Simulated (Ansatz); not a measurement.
```
W Se
1.0
     1.66035   -2.87581    0.00000
     1.66035    2.87581    0.00000
     0.00050    0.00029   45.77198
W Se
6 12
Cartesian
  1.6607 0.9588 34.3294
  1.6606 -0.9585 19.0723
  0.0000 0.0000 3.8146
  1.6606 0.9587 26.7006
  3.3211 0.0002 41.9583
  1.6604 -0.9586 11.4435
  1.6607 0.9588 40.2798
  1.6606 -0.9585 25.0226
  3.3207 0.0000 9.7655
  1.6606 0.9587 17.3938
  0.0004 0.0002 32.6514
  1.6604 -0.9586 2.1366
  1.6607 0.9588 43.6363
  1.6606 -0.9585 28.3786
  3.3207 0.0000 13.1215
  1.6606 0.9587 20.7503
  1.6607 2.8760 36.0074
  1.6604 -0.9586 5.4926
```

Space group R-3m.

Method: DFT PBE, scalar-relativistic, plane waves, PAW in Ansatz 0.2.0.

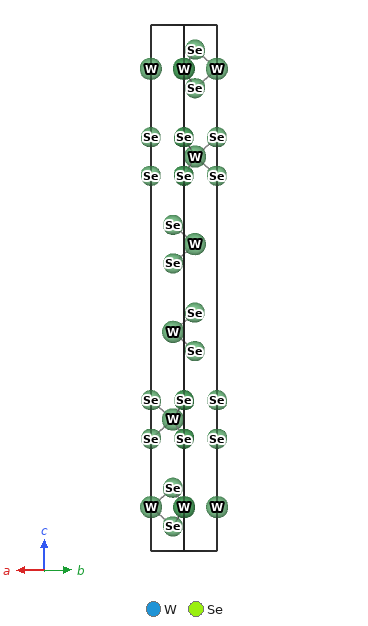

WSe₂. Isosurface of the valence electron density at 0.8 e/Å³ (green), seen along [110]. Sticks mark near contacts.

The density is the valence pseudo-density of a PAW calculation; it isn't the true density close to the nuclei.

> How is the density connected at this value?

At this value the density breaks into separate islands; it holds about 70 % of the electrons treated as valence (semicore included). It bridges none of the near contacts. It is pinched off along the sampled W–Se (2.55 Å) contacts. On the grid the lowest density along these lines, outside the cores, is 0.54 e/Å³ (W–Se, 2.55 Å).
